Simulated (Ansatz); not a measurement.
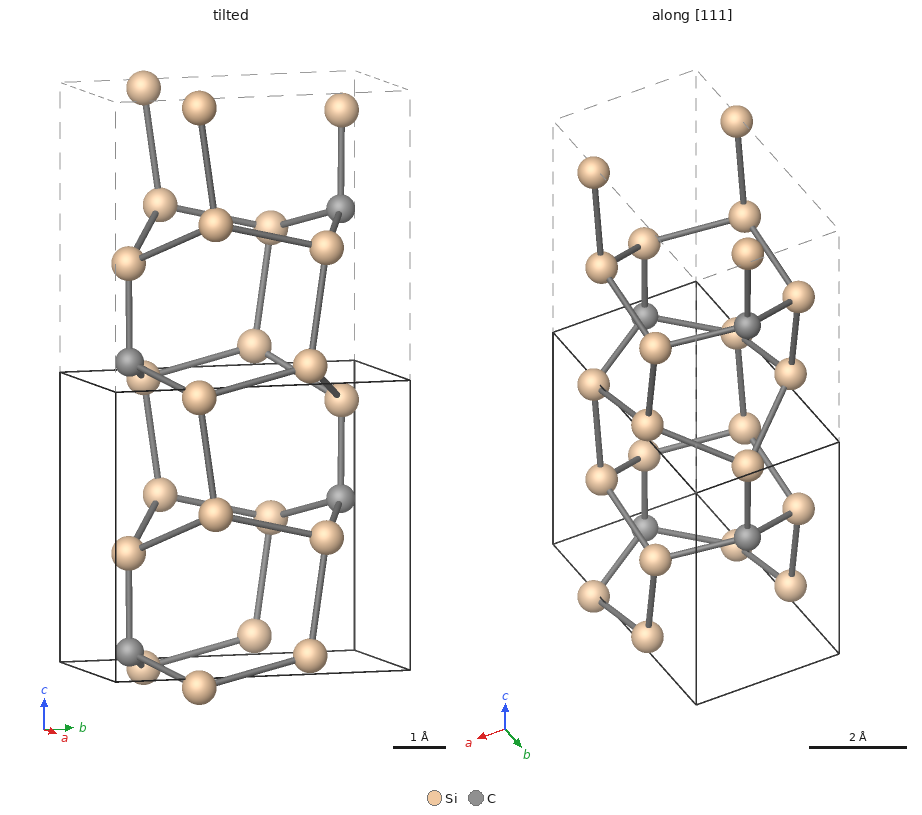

Shown here is a ball-and-stick view of the crystal, taken slightly off an axis and along [111]. Shown are 1×1×2 repeats of the conventional unit cell, one of them outlined in solid lines. Cell: a = 3.408 Å, b = 6.043 Å, c = 5.681 Å, α = 90.00°, β = 90.00°, γ = 90.00°.

What is this?

- Chemical formula Si₃C.
- It belongs to space group Pmc2_1 (No. 26) and has a primitive orthorhombic lattice.
- Counting shared atoms by their share gives 6 Si, 2 C, or 8 atoms.
- The coordination shell of C holds four Si in a distorted tetrahedral arrangement at about 1.9 to 2.0 Å. Si takes three kinds of site: 2b with two C and two Si in a distorted tetrahedral arrangement (about 1.9 Å to C, 2.3 Å to Si); 2a with two Si and two C in a distorted tetrahedral arrangement (about 2.3 Å to Si, 2.0 Å to C); 2a with four Si in a distorted tetrahedral arrangement at about 2.3 Å.
- The bonds build a three-dimensional framework.

Source of the structure: a structure listed in the Materials Project, with elements exchanged, so it need not be a known form of the compound. Cell shown after relaxation with DFT r2SCAN, scalar-relativistic, plane waves, PAW in Ansatz 0.2.0.
